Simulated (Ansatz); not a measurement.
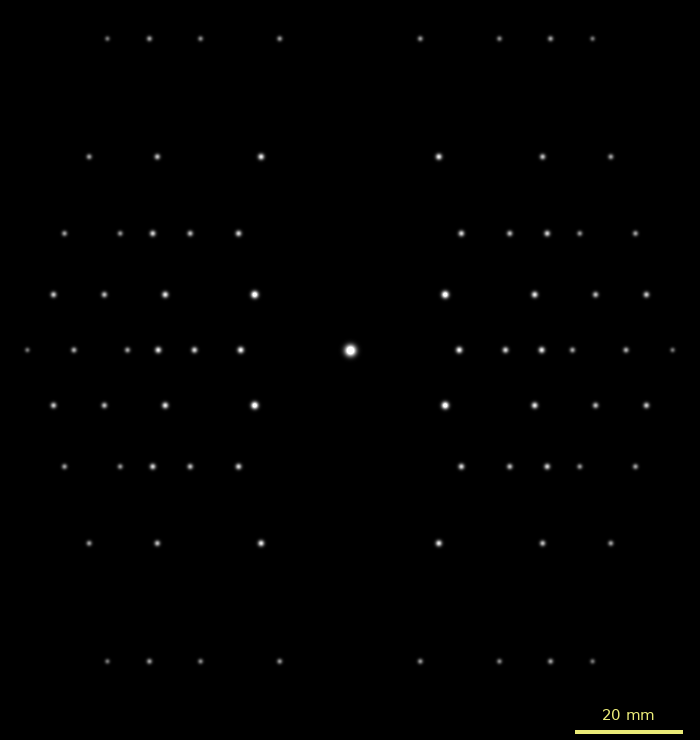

Simulated X-ray rotation photograph: Mo Kα radiation (λ = 0.7107 Å), cylindrical film of radius 57.3 mm unrolled, rotation axis vertical and normal to the beam, kinematic intensities without Lorentz or polarisation factors, the film spanning ±63° about the beam; spots down to d = 0.70 Å.

Question: Measure the layer lines and find the identity period along the axis.

Answer: The first layer line lies 10.4 mm from the equator, so tan ν = 0.182, sin ν = 0.179 and the period is λ/sin ν = 3.98 Å. Further lines follow at 21.9, 36.4, 58.6 mm.

The crystal is Co, space group Im-3m (No. 229), a = 2.811 Å. Structure: the input geometry of an electronic-structure calculation (not necessarily at equilibrium); the starting structure was generated, so it need not be a known form of this composition.

Question: About which axis was it rotated?

Answer: About [110] (or an equivalent direction), whose length in the conventional cell is 3.975 Å.
